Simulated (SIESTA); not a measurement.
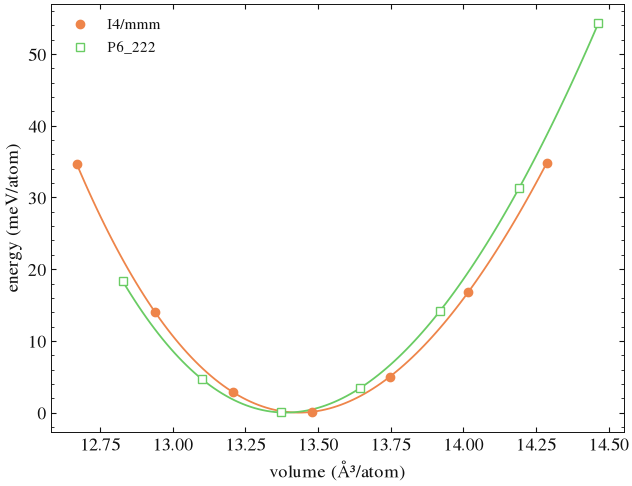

The plot gives the computed energy against volume, with one curve for each structure, for Si₂W. Each energy curve has its own zero, so the curves don't rank the structures.

Computed with SIESTA 5.4.2: DFT in numerical atomic orbitals with pseudopotentials, no spin polarisation; energies at scaled volumes of the given cell, shape and fractions fixed, counted from the fit's minimum, third-order Birch-Murnaghan fit. Level: PBEsol.

- occupations: Fermi–Dirac
- smearing width: 0.05 eV
- potentials: PseudoDojo 0.4 standard, converted to PSML, two zetas on semicore shells

Settings that differ: I4/mmm: k mesh 12×12×12; P6_222: k mesh 5×5×3.

Order the curves by fitted equilibrium volume, smallest first.

Answer. P6_222 13.389, I4/mmm 13.435 Å³/atom.

Note: mulliken charges of long orbitals; short basis over semicore shells; shape and atomic fractions are frozen while scaling, which makes layered, chain and framework solids too stiff.
